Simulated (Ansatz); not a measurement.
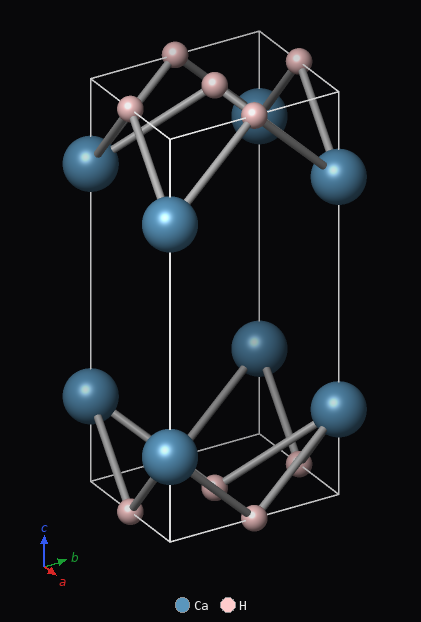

The figure gives a ball-and-stick picture of the atoms, viewed slightly off an axis. The wireframe shows the conventional unit cell. Cell: a = 3.98 Å, b = 3.98 Å, c = 6.53 Å, α = 90.00°, β = 90.00°, γ = 120.00°.

Starting structure: a random cell made by a generator, so it need not be a real form of the compound. Earlier steps of the study may have refined or changed the cell and positions. It was run through Ansatz as a DFT input.

Question: Give a description of the structure.

Answer: Its composition is Ca₂H₃. The symmetry is that of P6/mmm (No. 191), on a primitive hexagonal lattice. In the cell are 2 Ca, 3 H, which makes 1 formula unit. The Ca atoms are each bonded to six H at about 2.4 Å. Around each H lie four Ca at about 2.4 Å. The bonds build Ca2H3 layers parallel to (001).

Method: Ansatz, DFT PBE, scalar-relativistic, plane waves, PAW; a cutoff energy of 420 eV, k-points on a 12×12×6 grid, Gaussian smearing of 0.1 eV, no spin polarisation.

Question: What is the electronic character?

Answer: A metal: bands cross the Fermi level.

Question: List the Bader charges.

Answer: Ca +0.86 e; H -0.57 e.

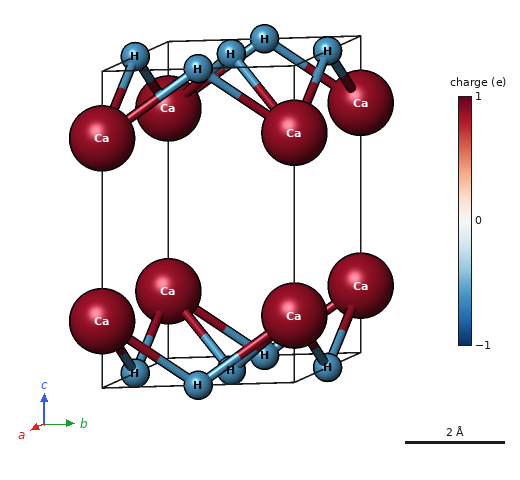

The atoms coloured by those charges. The run's cell of 5 atoms is drawn.

Question: Is this the optimised geometry for these settings?

Answer: Yes. All forces vanish to within 0.01 eV/Å. The pressure is 0.0 GPa, close to zero.
